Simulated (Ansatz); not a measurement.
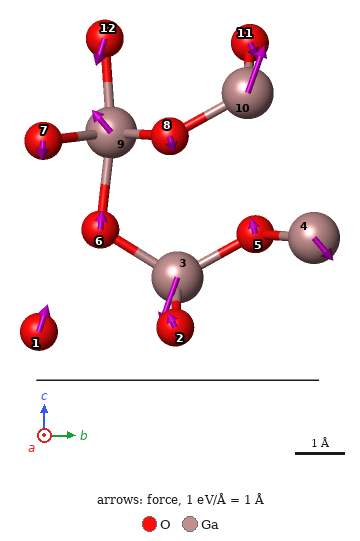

Starting geometry of a slab of composition GaO2 (cut from the C2/m phase) with the computed forces as purple arrows. The picture is a ball-and-stick view of the 2 × 1 repeat of the cell, outlined in the plane, without the vacuum, seen along the a axis.

Case: (1 0 0) slab, atoms relaxed. The slab is the (1 0 0) face of Ga2O3.

The calculation used DFT PBEsol, scalar-relativistic, plane waves, PAW in Ansatz.

The input:
```yaml
crystal:
  lattice:
    - [3.0473530171, 0.0, 0.0]
    - [0.0, 5.8105123894, 0.0]
    - [0.0, 0.0, 21.0524987955]
  atoms:
    - { symbol: O, position: [0.0, 0.0072311455, 0.356252247] }
    - { symbol: O, position: [0.0, 0.4915597231, 0.3604777783] }
    - { symbol: Ga, position: [0.5, 0.4993219294, 0.409628557] }
    - { symbol: Ga, position: [0.0, 0.9842787262, 0.4483111378] }
    - { symbol: O, position: [0.5, 0.7761103962, 0.4519827801] }
    - { symbol: O, position: [0.5, 0.2253374431, 0.456508739] }
    - { symbol: O, position: [0.0, 0.0228488597, 0.543491261] }
    - { symbol: O, position: [0.0, 0.4720759066, 0.5480172199] }
    - { symbol: Ga, position: [0.5, 0.2639075766, 0.5516888622] }
    - { symbol: Ga, position: [0.0, 0.7488643735, 0.590371443] }
    - { symbol: O, position: [0.5, 0.7566265797, 0.6395222217] }
    - { symbol: O, position: [0.5, 0.2409551573, 0.643747753] }
basis:
  ecutwfc: 420
kpoints:
  mp_grid: { grid: [9, 5, 1] }
hamiltonian:
  xc: pbesol
scf:
  occupations: { method: gaussian, width: 0.05 }
output:
  forces: true
  eigenvalues: true
relax:
  adjacent_minimum: "off"
  f_tol: 0.02
  max_steps: 60
efield:
  axis: 3
  dipole_correction: true
  ramp_width: 0.04
```

Run as
```bash
ansatz run input.yaml --threads 1 --pin off --max-ram 2560MiB --backend cpu --events-out ev --progress --plain --runs-dir out
```

### Is this structure relaxed? If not, where do the atoms go?

It isn't relaxed: the largest force vector, on Ga atoms, is 1.04 eV/Å. The final displacements have little in common with the starting forces (cosine between the two patterns 0.20). The energy falls by 4.313 eV per cell of the calculation in 10 accepted moves (11 points after the start). The largest force component goes from 0.98 to 0.0064 eV/Å. The line search rejected the trial step at point 5 of the run. The largest moves relative to the layer's centre, 0.89 Å, are those of O1 and O12. O12 goes within the plane. Largest moves by element: O 0.89 Å, Ga 0.25 Å. The lattice vectors keep their values. Among the contacts that change: O11–O12 2.816 → 1.467 Å, Ga4–O7 2.016 → 1.964 Å, Ga10–O11 1.842 → 1.887 Å, Ga4–O6 2.077 → 2.122 Å. New bonds form: O11–O12 (2.82 → 1.47 Å), O1–O2 (2.82 → 1.47 Å). Bond angles that change, for instance: Ga3–O6–Ga9 115.4° → 133.9°, Ga3–O6–Ga4 122.0° → 109.6°, O1–Ga4–O7 169.7° → 158.3°. The run took 15 min on 1 thread of Intel(R) Xeon(R) Processor @ 2.50GHz (Skylake/Cascade Lake), with other jobs on the host, peak memory 0.68 GiB.
